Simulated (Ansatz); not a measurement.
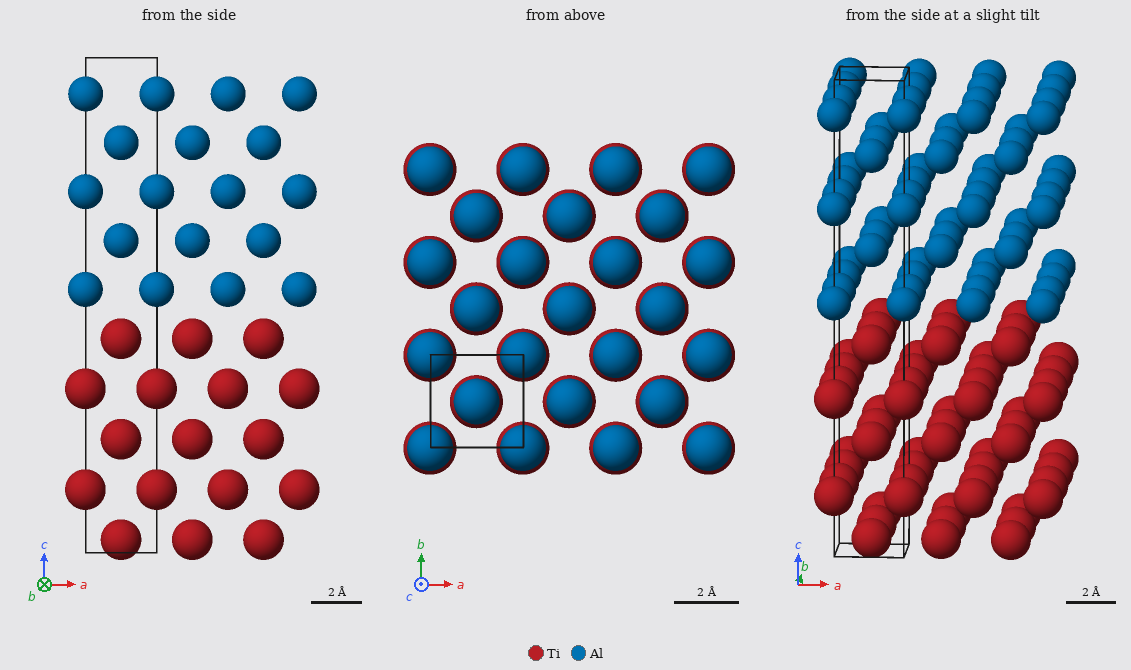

A spheres-only picture of a periodic stack of two materials, seen from the side, from above and from the side at a slight tilt; the box is the simulation cell in a reduced setting, and 3×3 cells are drawn in the plane (a layer on the cell's face shows at both ends).

Q: Give the two components and their Miller indices.

A: Ti (1 0 0) (Fm-3m, 5 atoms) and Al (1 0 0) (Fm-3m, 5 atoms).

Q: Give the in-plane cell and the period of the stack.

A: The in-plane vectors are 2.91 and 2.91 Å long, those of Ti, to which Al is strained; the stack repeats after 20.2 Å.

The atoms and the stacking vector were relaxed with DFT PBE, scalar-relativistic, plane waves, PAW in Ansatz, the in-plane cell held. The two parents, named as they started, are listed structures, not always the stable forms, and thin layers can change their stacking on relaxation.
